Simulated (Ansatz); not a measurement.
# Calculations on Ga8P8H

## 1. Relaxation

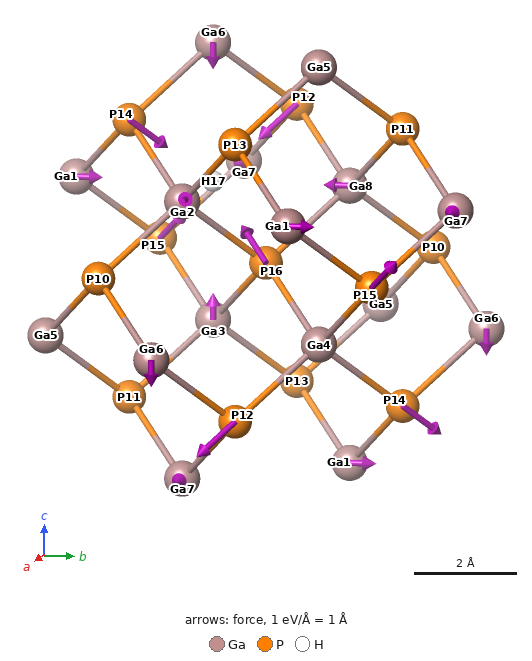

Starting geometry of a defect cell of composition Ga8P8H (coarse preliminary run) with the computed forces as purple arrows. The picture is a ball-and-stick view of the atoms within 5.0 Å of the atom that moves most (axes of the conventional cell (4 times the calculation's cell) (origin shifted)), seen slightly off an axis. Lengths and directions refer to the drawn axes.

Case: H interstitial, charge +0, atoms relaxed at the host's cell.

Theory: DFT PBE, scalar-relativistic, plane waves, PAW (Ansatz 0.2.0).

The input:
```yaml
crystal:
  lattice:
    - [0.0, 5.5051169764, -5.5051169764]
    - [5.5051169764, 5.5051169764, 0.0]
    - [5.5051169764, 0.0, -5.5051169764]
  atoms:
    - { symbol: Ga, position: [0.5, 0.5, 0.0], spin: 0.091 }
    - { symbol: Ga, position: [0.5, 0.0, 0.0], spin: 0.091 }
    - { symbol: Ga, position: [1.0, 0.5, 0.0], spin: 0.091 }
    - { symbol: Ga, position: [1.0, 0.0, 0.0] }
    - { symbol: Ga, position: [0.5, 0.5, 0.5] }
    - { symbol: Ga, position: [0.5, 0.0, 0.5], spin: 0.091 }
    - { symbol: Ga, position: [1.0, 0.5, 0.5], spin: 0.091 }
    - { symbol: Ga, position: [1.0, 0.0, 0.5], spin: 0.091 }
    - { symbol: P, position: [0.375, 0.375, 0.375] }
    - { symbol: P, position: [0.375, 0.875, 0.375] }
    - { symbol: P, position: [0.875, 0.375, 0.375] }
    - { symbol: P, position: [0.875, 0.875, 0.375], spin: 0.091 }
    - { symbol: P, position: [0.375, 0.375, 0.875] }
    - { symbol: P, position: [0.375, 0.875, 0.875], spin: 0.091 }
    - { symbol: P, position: [0.875, 0.375, 0.875], spin: 0.091 }
    - { symbol: P, position: [0.875, 0.875, 0.875], spin: 0.091 }
    - { symbol: H, position: [0.75, 0.75, 0.75], spin: 0.091 }
  host:
    lattice:
      - [0.0, 2.7525584882, 2.7525584882]
      - [2.7525584882, 0.0, 2.7525584882]
      - [2.7525584882, 2.7525584882, 0.0]
    atoms:
      - { symbol: Ga, position: [0.0, 0.0, 0.0] }
      - { symbol: P, position: [0.25, 0.25, 0.25] }
basis:
  ecutwfc: 420
  xc_grid: 2
kpoints:
  mp_grid: { grid: [1, 1, 1], shift: [0.0, 0.0, 0.0] }
hamiltonian:
  xc: pbe
scf:
  occupations: { method: gaussian, width: 0.01 }
output:
  forces: true
  stress: false
  eigenvalues: true
  populations: true
  charged_corrections:
    defect_position: [0.75, 0.75, 0.75]
    epsilon: [[12.8535, 0.0, 0.0], [0.0, 12.8535, 0.0], [0.0, 0.0, 12.8535]]
magnetization:
  spin_polarized: true
relax:
  adjacent_minimum: "off"
  f_tol: 0.025
  max_steps: 45
```

Launched with:
```bash
ansatz run input.yaml --threads 4 --pin off --max-ram 8192MiB --backend cpu --events-out ev --progress --plain --runs-dir out
```

Q: What follows when this structure is relaxed?

A: It isn't relaxed: the largest force vector, on P atoms, is 1.11 eV/Å. The atoms end up moving mostly along the starting forces (cosine between the two patterns 0.87). After 4 geometry steps the energy has fallen by 0.419 eV per cell of the calculation. Largest force component: 0.64 eV/Å at the start, 0.0064 eV/Å at the end. The largest moves, 0.20 Å, are those of P12, P14, P15 and P16. P16 goes along [−1 −1 1]. Ga and H stay in place. The cell doesn't change. Among the contacts that change: Ga4–P12 2.384 → 2.584 Å, Ga1–P14 2.384 → 2.322 Å, Ga5–P10 2.384 → 2.400 Å. Among the angles between lasting bonds that change: P15–Ga3–P16 109.5° → 100.4°, Ga2–P16–Ga4 109.5° → 104.9°, Ga2–P16–Ga3 109.5° → 113.6°.

Limits of the set-up: the k-point mesh is coarse for a cell with partly filled bands; the periodic images lie only 7.8 Å apart, so the values are limited by the cell's size.

## 2. Relaxation

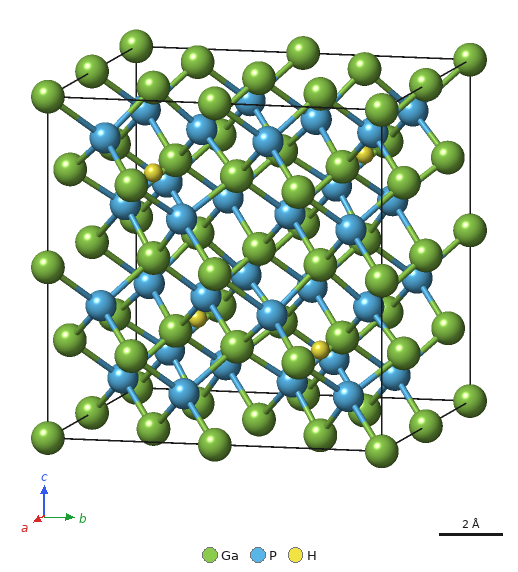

This is the input geometry for a relaxation of a defect cell of composition Ga8P8H (cell charge +1) (coarse preliminary run). The picture is a ball-and-stick view of the conventional cell (4 times the calculation's cell), seen slightly off an axis. Lengths and directions refer to the drawn axes.

Case: H interstitial, charge +1, atoms relaxed at the host's cell.

These are results of Ansatz, DFT PBE, scalar-relativistic, plane waves, PAW, not measurements.

The input:
```yaml
crystal:
  lattice:
    - [0.0, 5.5051169764, -5.5051169764]
    - [5.5051169764, 5.5051169764, 0.0]
    - [5.5051169764, 0.0, -5.5051169764]
  atoms:
    - { symbol: Ga, position: [0.5004314394, 0.5004314394, -0.0004314394] }
    - { symbol: Ga, position: [0.5004314394, -0.0004314394, -0.0004314394] }
    - { symbol: Ga, position: [0.9995685606, 0.5004314394, -0.0004314394] }
    - { symbol: Ga, position: [1.0, 0.0, 0.0] }
    - { symbol: Ga, position: [0.5, 0.5, 0.5] }
    - { symbol: Ga, position: [0.5004314394, -0.0004314394, 0.5004314394] }
    - { symbol: Ga, position: [0.9995685606, 0.5004314394, 0.5004314394] }
    - { symbol: Ga, position: [0.9995685606, -0.0004314394, 0.5004314394] }
    - { symbol: P, position: [0.3741534958, 0.3741534958, 0.3741534958] }
    - { symbol: P, position: [0.3741534958, 0.8775395127, 0.3741534958] }
    - { symbol: P, position: [0.8775395127, 0.3741534958, 0.3741534958] }
    - { symbol: P, position: [0.8645168323, 0.8645168323, 0.4064495031] }
    - { symbol: P, position: [0.3741534958, 0.3741534958, 0.8775395127] }
    - { symbol: P, position: [0.4064495031, 0.8645168323, 0.8645168323] }
    - { symbol: P, position: [0.8645168323, 0.4064495031, 0.8645168323] }
    - { symbol: P, position: [0.8645168323, 0.8645168323, 0.8645168323] }
    - { symbol: H, position: [0.75, 0.75, 0.75] }
  host:
    lattice:
      - [0.0, 2.7525584882, 2.7525584882]
      - [2.7525584882, 0.0, 2.7525584882]
      - [2.7525584882, 2.7525584882, 0.0]
    atoms:
      - { symbol: Ga, position: [0.0, 0.0, 0.0] }
      - { symbol: P, position: [0.25, 0.25, 0.25] }
total_charge: 1
basis:
  ecutwfc: 420
  xc_grid: 2
kpoints:
  mp_grid: { grid: [1, 1, 1], shift: [0.0, 0.0, 0.0] }
hamiltonian:
  xc: pbe
scf:
  occupations: { method: gaussian, width: 0.01 }
output:
  forces: true
  stress: false
  eigenvalues: true
  charged_corrections:
    defect_position: [0.75, 0.75, 0.75]
    epsilon: [[12.8535, 0.0, 0.0], [0.0, 12.8535, 0.0], [0.0, 0.0, 12.8535]]
relax:
  adjacent_minimum: "off"
  f_tol: 0.025
  max_steps: 45
```

Launched with:
```bash
ansatz run input.yaml --threads 4 --pin off --max-ram 8192MiB --backend cpu --events-out ev --progress --plain --runs-dir out
```

> Predict the outcome.

The energy falls by 27.9 meV per cell of the calculation in 3 geometry steps. The largest force component goes from 0.14 to 0.011 eV/Å. The largest moves, 0.074 Å, are those of P12, P14, P15 and P16. P14 goes along [−1 1 −1]. By element the largest moves are P 0.074 Å, Ga 0.033 Å. H stays in place. The lattice vectors keep their values. Some distances before and after: Ga4–P12 2.584 → 2.658 Å, Ga1–P13 2.381 → 2.363 Å. Bond angles that change, for instance: P12–Ga8–P16 100.4° → 95.6°, Ga1–P14–Ga4 104.9° → 102.5°.

The end point in the same view:

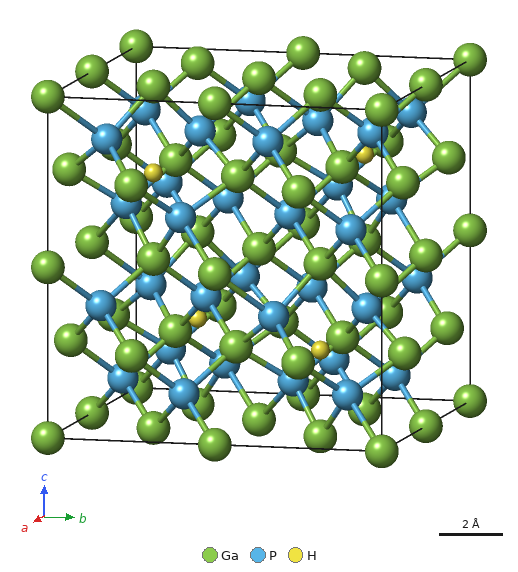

Limits of the set-up: the k-point mesh is coarse for a cell with partly filled bands; the periodic images lie only 7.8 Å apart, so the values are limited by the cell's size; the cell is charged, on a uniform background, and energies carry no finite-size correction.

## 3. Defect

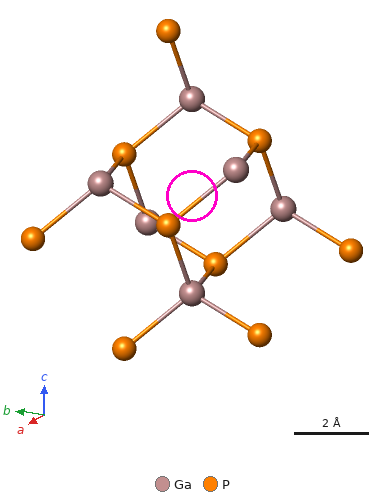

Perfect GaP. A ball-and-stick model of the atoms within 4.6 Å of one point, in a slice 5.0 Å thick across the line of sight, seen from a free direction.

The calculation used Ansatz, DFT PBE, scalar-relativistic, plane waves, PAW. Set-up: plane-wave cutoff 420 eV; k-point mesh 1 × 1 × 1; occupations gaussian; smearing width 0.01 eV; no spin polarisation. The cell is small and the k-mesh coarse, so the numbers are rough. A uniform background neutralises the charged cell. The axes drawn are those of the host's conventional cell.

An extra hydrogen atom is put between the host's atoms (an interstitial) at the ringed place, in charge state +1. The supercell has 16 sites, and the atoms are relaxed at the host's cell.

### How do the neighbours respond?

The H atom starts with 4 P at 2.38 Å, 6 Ga at 2.75 Å around its place and ends with 4 P at 2.11 Å. Of the host's atoms, a phosphorus atom moves furthest from its site, by 0.27 Å.

The relaxed defect, seen from the same direction:

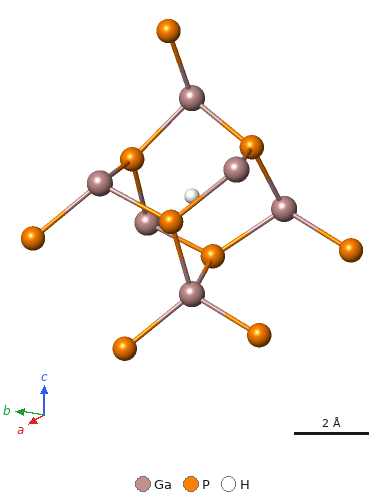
